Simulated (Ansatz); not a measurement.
## Run report: PtSe2, single-point calculation (part 1 of 2)

PtSe2 (P-3m1, 3 atoms in the cell), computed with DFT PBEsol+U+J, spin-orbit coupling, plane waves, PAW, U = 2 eV, J = 0.7 eV on Pt atom 1 d (Ansatz 0.2.0).

The structure derives from an entry of the Crystallography Open Database. It belongs to a series of runs on one base structure; here: natural orbitals of the symmetric run, filled by rank. Figures and captions count atoms from 1; the log counts them from 0 in places.

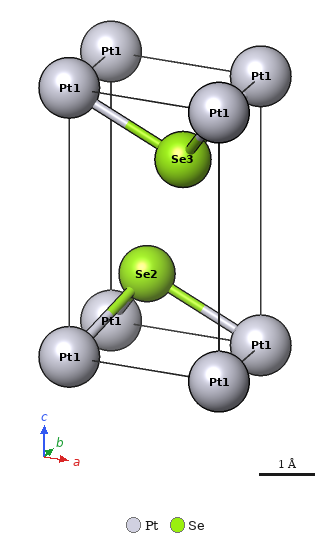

*The structure (ball-and-stick view of the cell of the calculation, seen slightly off an axis; atoms are numbered from 1 in the order of the input).*

Near neighbours in the crystal (not all of them lie inside the picture): Pt has 6 Se at 2.49 Å; Se has 3 Pt at 2.49 Å.

Summary:

- outcome: converged
- space group (tolerance 0.01 Å): P-3m1 (164)
- electrons treated: 50
- free energy: −23267.0877 eV
- Fermi energy: 13.159 eV
- gap on the k-point mesh: none (metallic)
- net moment of the cell: 0.00 μB
- integrated absolute moment: 0.00 μB
- pressure: 2.26 GPa
- largest force (length of the vector): 0.363 eV/Å
- hardware: 4 threads of Arm Neoverse V2, 24 GiB of memory available, shared host
- wall time: 38 s (CPU time 2.5 min)
- peak memory: 0.94 GiB

Notes:

The program warns: some starting moments were not kept; the typed occupations were not kept; the SCF threshold is looser than advised for the printed stress.

The input:
```yaml
crystal:
  lattice:
    - [3.72400029, 0.0, 0.0]
    - [-1.86200015, 3.22507886, 0.0]
    - [0.0, 0.0, 5.06199958]
  atoms:
    - { symbol: Pt, position: [0.0, 0.0, 0.0], spin: 4.0, spin_axis: [1.0, 0.0, 0.0] }
    - { symbol: Se, position: [0.3333333333, 0.6666666667, 0.25] }
    - { symbol: Se, position: [0.6666666667, 0.3333333333, 0.75] }
basis:
  ecutwfc: 420
  ecutrho_ratio: 4
kpoints:
  mp_grid: { grid: [6, 6, 4] }
hamiltonian:
  xc: pbesol
  hubbard:
    sites:
      - { site: 0, l: d, u: 2.0, j: 0.7, starting_ns: [{ occupation_matrix: s0 }] }
    occupation_matrices:
      s0:
        spinor_matrix:
          - [[0.63197, 0.0], [0.0, 0.0], [-0.12203, -0.05672], [0.16547, 0.02846], [0.0, 0.0], [0.33803, 0.0], [0.0, 0.0], [0.12203, 0.05672], [-0.16547, -0.02846], [0.0, 0.0]]
          - [[0.0, 0.0], [0.495, 0.0], [0.0, 0.0], [0.0, 0.0], [0.0, 0.0], [0.0, 0.0], [0.475, 0.0], [0.0, 0.0], [0.0, 0.0], [0.0, 0.0]]
          - [[-0.12203, 0.05672], [0.0, 0.0], [0.62721, 0.0], [-0.15921, 0.04317], [0.0, 0.0], [0.12203, -0.05672], [0.0, 0.0], [0.34279, 0.0], [0.15921, -0.04317], [0.0, 0.0]]
          - [[0.16547, -0.02846], [0.0, 0.0], [-0.15921, -0.04317], [0.70082, 0.0], [0.0, 0.0], [-0.16547, 0.02846], [0.0, 0.0], [0.15921, 0.04317], [0.26918, 0.0], [0.0, 0.0]]
          - [[0.0, 0.0], [0.0, 0.0], [0.0, 0.0], [0.0, 0.0], [0.495, 0.0], [0.0, 0.0], [0.0, 0.0], [0.0, 0.0], [0.0, 0.0], [0.475, 0.0]]
          - [[0.33803, 0.0], [0.0, 0.0], [0.12203, 0.05672], [-0.16547, -0.02846], [0.0, 0.0], [0.63197, 0.0], [0.0, 0.0], [-0.12203, -0.05672], [0.16547, 0.02846], [0.0, 0.0]]
          - [[0.0, 0.0], [0.475, 0.0], [0.0, 0.0], [0.0, 0.0], [0.0, 0.0], [0.0, 0.0], [0.495, 0.0], [0.0, 0.0], [0.0, 0.0], [0.0, 0.0]]
          - [[0.12203, -0.05672], [0.0, 0.0], [0.34279, 0.0], [0.15921, -0.04317], [0.0, 0.0], [-0.12203, 0.05672], [0.0, 0.0], [0.62721, 0.0], [-0.15921, 0.04317], [0.0, 0.0]]
          - [[-0.16547, 0.02846], [0.0, 0.0], [0.15921, 0.04317], [0.26918, 0.0], [0.0, 0.0], [0.16547, -0.02846], [0.0, 0.0], [-0.15921, -0.04317], [0.70082, 0.0], [0.0, 0.0]]
          - [[0.0, 0.0], [0.0, 0.0], [0.0, 0.0], [0.0, 0.0], [0.475, 0.0], [0.0, 0.0], [0.0, 0.0], [0.0, 0.0], [0.0, 0.0], [0.495, 0.0]]
    ns_hold: { iters: 10 }
scf:
  occupations: { method: gaussian, width: 0.05 }
  lower_state_search: "off"
  max_iter: 150
output:
  forces: true
  stress: true
  eigenvalues: true
  populations: true
  hubbard: { sites: [{ site: 0, l: d }] }
  write_density: true
  write_potential: true
  elf: true
  volumetric_format: npy
magnetization:
  noncollinear: true
  spin_orbit: true
```

Run as:
```bash
ansatz run input.yaml --threads 4 --pin off --max-ram 6144MiB --backend cpu --events-out ev --progress --plain --runs-dir out
```

Log:
```
Warning: output.stress: scf.convergence.dr2_threshold = 1e-7 eV (the SCF's general default) is looser than the 3e-10 eV advised for a printed stress (1e-10 eV for each atom of the cell: 3). What an SCF threshold leaves in a stress goes as its square root, and in the free energy as the threshold itself, and one threshold admits the most on a small cell: of the crystals measured, under no hybrid functional and no lock of the moments, on runs that ended without the residual-converged pass, on stresses that held no estimate of that error, the worst erred by over 100 MPa in a component at 1e-7 eV an atom and by under 5 at 1e-10. Set scf.convergence.dr2_threshold to 3e-10 eV or tighter. The threshold is an SCF's pass mark: one that does not reach it within its budget of iterations ends unconverged, or closes short of it on a stop that the run arms, and scf.convergence.dr2_threshold's page says what that costs each kind of run
Pt: projections on atomic orbitals take those of the free atom [Kr 4d10 4f14] 5s2 5p6 5d9 6s1, of charge +0.00 (hamiltonian.pseudopotentials.projection_atoms); the dataset's partial waves leave at most 4.2e-6 of an orbital's norm unspanned inside its sphere
Se: projections on atomic orbitals take those of the free atom [Ar] 3d10 4s2 4p4, of charge +0.00 (hamiltonian.pseudopotentials.projection_atoms); the dataset's partial waves leave at most 1.8e-9 of an orbital's norm unspanned inside its sphere
Engine: ansatz 0.2.0, aarch64-unknown-linux-gnu
Pseudopotentials: kind: paw_fr
Pseudopotential: Pt, paw_fr, valence charge 18, recommended cutoff 420 eV (normal), Pt.paw.azcp#standard-fr
Pseudopotential: Se, paw_fr, valence charge 16, recommended cutoff 420 eV (normal), Se.paw.azcp#standard-fr
Functional definition: PBEsol
  exchange = pbesol_x
  correlation = pbesol_c
Crystal: 3 atoms, lattice volume = 60.796 Å³
Basis set: ecut = 420 eV, 1205 PW (Γ), exchange–correlation on 50×50×72 points (8 copies of the dense FFT grid, shifted against one another)
Bands: 60, of which v1, the nominal top of the filled ones, is band 50 counted from 1 (49 counted from 0)
Symmetry: 4 space group operations
Magnetic group: BNS 12.58 (UNI 65), of the structure as read, at distance tolerance 3.9e-5 Å
k-points: 47 of 144
Projection manifold: j_resolved (fully-relativistic pseudo-atomic orbitals)
Non-local potential: Pt, projectors of the file, l = 0: 3, l = 1: 4, l = 2: 4, l = 3: 2
Non-local potential: Se, projectors of the file, l = 0: 2, l = 1: 4, l = 2: 6, l = 3: 2
PAW form: soft (Blöchl's): semilocal exchange-correlation on the pseudo side does not see the compensation charge
PAW frozen core: Pt, regenerated for the run's functional, and the local potential with it (the file was generated under x = pbe(κ = 0.804, μ = 0.2195149727645171), c = pbe(β = 0.06672455060314922))
PAW frozen core: Se, regenerated for the run's functional, and the local potential with it (the file was generated under x = pbe(κ = 0.804, μ = 0.2195149727645171), c = pbe(β = 0.06672455060314922))
PAW one-centre angular grid: Pt, 590 points (default); XC on 64 Gauss nodes
PAW one-centre angular grid: Se, 590 points (default); XC on 96 Gauss nodes
Initial density: superposition of atomic densities (chi_scale 0.1, normalization cell)
Starting moments: Σ|m| = 4 μB on 1 of 3 sites
Initial wavefunctions: pseudopotential atomic-orbital guess
Functional: x = pbesol(κ = 0.804, μ = 0.12345679012345678), c = pbesol(β = 0.046)
```
